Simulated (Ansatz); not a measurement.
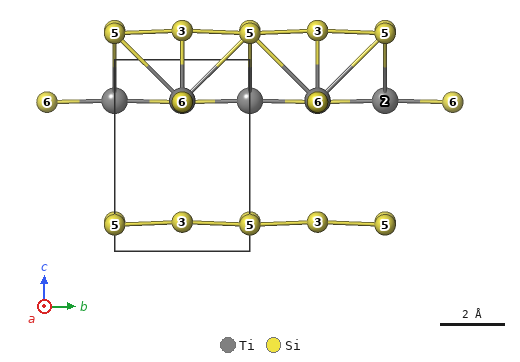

Crystalline TiSi₂ (a generated structure, set up in P4mm) (coarse preliminary run), before the relaxation. A ball-and-stick model of the cell of the calculation, repeated 1 × 2 × 1 with one cell outlined, seen along the a axis.

Theory: DFT PBE, scalar-relativistic, plane waves, PAW (Ansatz 0.2.0).

Input
```yaml
crystal:
  lattice:
    - [4.24362581, 0.0, 0.0]
    - [0.0, 4.24362581, 0.0]
    - [0.0, 0.0, 6.00695981]
  atoms:
    - { symbol: Ti, position: [0.0, 0.5, 0.78573972] }
    - { symbol: Ti, position: [0.5, 0.0, 0.78573972] }
    - { symbol: Si, position: [0.0, 0.5, 0.15198943] }
    - { symbol: Si, position: [0.5, 0.0, 0.15198943] }
    - { symbol: Si, position: [0.0, 0.0, 0.13781324] }
    - { symbol: Si, position: [0.5, 0.5, 0.7783086] }
basis:
  ecutwfc: 420
kpoints:
  mp_grid: { grid: [4, 4, 4] }
hamiltonian:
  xc: pbe
scf:
  occupations: { method: gaussian, width: 0.1 }
  lower_state_search: "off"
output:
  forces: true
  stress: true
  eigenvalues: true
relax:
  adjacent_minimum: "off"
  f_tol: 0.04
  max_steps: 70
  cell: { stress_tol: 0.4 }
```

Launched with:
```bash
ansatz run input.yaml --threads 1 --pin off --max-ram 2560MiB --backend cpu --events-out ev --progress --plain --runs-dir out
```

Predict the outcome.

Answer. Over 8 accepted moves (9 points after the start) the energy falls by 1447 meV per atom. Largest force component: 4.3 eV/Å at the start, 0.017 eV/Å at the end. The pressure goes from 36.56 to 0.02 GPa. At 1 point the geometry stayed and the basis and grid were re-selected for the new cell (energy shift of 0.5 meV per atom at most each time). The atom that moves furthest relative to the cell is Si6 (1.00 Å along +c). By element the largest moves are Si 1.00 Å, Ti 0.37 Å. The volume changes by −1.3 %, with a = b 4.244 → 4.560 Å (+7.5 %), c 6.007 → 5.135 Å (−14.5 %). Some distances before and after: Ti1–Si3 3.807 → 2.601 Å, Ti1–Si6 2.122 → 2.638 Å, Si3–Si6 3.089 → 2.580 Å, Si3–Si5 2.124 → 2.570 Å. New bonds form, among them: Ti1–Si3 (3.81 → 2.60 Å), Ti2–Si4 (3.81 → 2.60 Å). Bond angles that change, for instance: Si6–Ti2–Si6 177.6° → 119.6°, Ti1–Si6–Ti1 177.6° → 119.6°, Si5–Si3–Si5 175.4° → 125.0°. The space group stays P4mm (No. 99).

Final geometry:

```xyz
6
Lattice="4.5605 0.0000 0.0000 0.0000 4.5605 0.0000 0.0000 0.0000 5.1349" Properties=species:S:1:pos:R:3 pbc="T T T"
Ti    0.0000    2.2802    3.6663
Ti    2.2802    0.0000    3.6663
Si    0.0000    2.2802    1.0651
Si    2.2802    0.0000    1.0651
Si    0.0000    0.0000    5.0136
Si    2.2802    2.2802    4.9929
```

The end point in the same view:

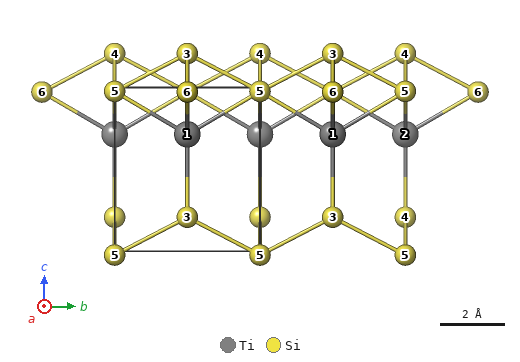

Limits of the set-up: the k-point mesh is coarse for a cell with partly filled bands.
